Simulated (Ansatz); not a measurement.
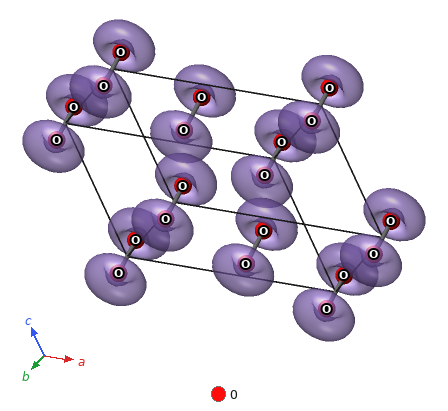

Figure. O. Isosurface of the electron localisation function at 0.8 (purple), seen at an oblique angle. Core shells and regions of very low density are left out. Sticks mark near contacts.

Space group C2/m; spin-polarised.

Method: DFT PBE+D3(BJ), scalar-relativistic, plane waves, PAW in Ansatz.

Core electrons are frozen (PAW), and the valence fields are smoothed inside the atomic spheres.

What do the ELF domains correspond to?

Answer. The surface consists of four lobes on O, pointing away from the bonds (non-bonding electrons, which may merge into one lobe), counted in one cell of 4 atoms. Regions shared between cells count once. Along the contacts the grid gives the following. O–O (1.22 Å): the ELF peaks at about 0.75 between the atoms (inside overlapping PAW spheres, so only a guide), as expected for localised, covalent bonding.
